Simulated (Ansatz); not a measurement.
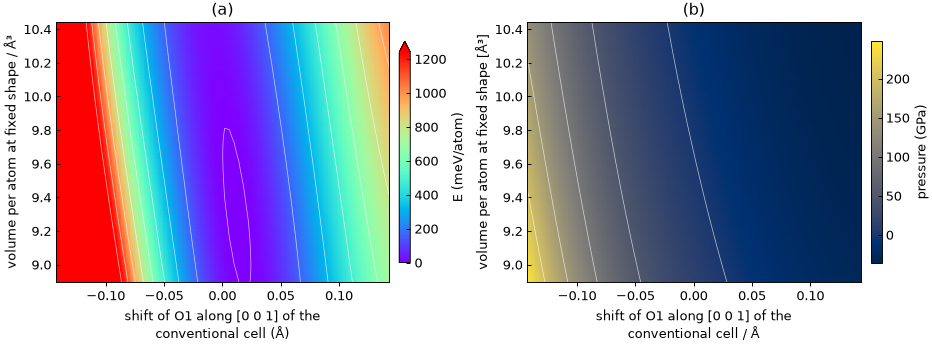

O (Fmmm, No. 69; 2 atoms in the cell). The energy is mapped over a free internal coordinate and the cell. First axis: shift of O1 along [0 0 1] of the conventional cell, Cartesian (0 0 1), its symmetry partners moved as symmetry demands (measured in the relaxed cell). Second axis: volume per atom at fixed shape. Nothing is relaxed (all other coordinates fixed). Grid: 5 × 5 points. Points are written as (first, second). Energies are in meV/atom, from the lowest grid point. The runs have no spin polarisation; a magnetic state may lie lower. Theory: Ansatz 0.2.0, DFT LDA, scalar-relativistic, plane waves, PAW. Settings: cutoff 520 eV, k-mesh 20×20×20, gaussian smearing 0.15 eV, no spin polarisation.

Panel (a) is the energy and panel (b) the computed pressure on the same grid.

In the figure: a smooth colour map with a few white contour lines, one colour for all values above the top of the scale. Between grid points the surface is interpolated.

Q: How does the pressure vary over the map, and what is it at the lowest grid point?

A: It runs from −36 GPa at (0.143 Å, 10.44 Å³) to 248 GPa at (−0.143 Å, 8.90 Å³). At the lowest grid point, (0.000 Å, 9.67 Å³), it is 0 GPa. The pressure is minus the slope of the energy with volume, so it vanishes at the true minimum, which need not be a grid point.
